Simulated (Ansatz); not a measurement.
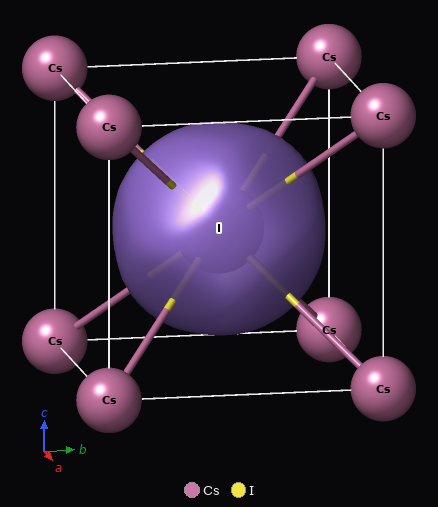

Figure 1: CsI. Isosurface of the ELF at 0.55 (purple), seen slightly off an axis. Core shells and regions of very low density are left out. Sticks mark near contacts.

Space group Pm-3m; changed on purpose from its base cell (volume × 0.94).

The calculation used DFT r2SCAN, scalar-relativistic, plane waves, PAW (Ansatz).

In a PAW calculation such maps are meaningful between the atoms, not at the nuclei.

**What do the ELF domains correspond to?**

At this value the surface marks out one region wrapped around I (its valence shell), counted in one cell of 2 atoms. Regions shared between cells count once. Along the contacts the grid gives the following. Cs–I (3.91 Å): the ELF peaks at about 0.80 in the valence shell of I, 1.3 Å from its nucleus, and drops to about 0.05 between the two atoms (an ionic contact with no shared pair).

**Metal or insulator at this level of theory?**

It is gapped, with a Kohn–Sham gap of 4.6 eV on the k-point mesh, an upper bound to the gap of this method.
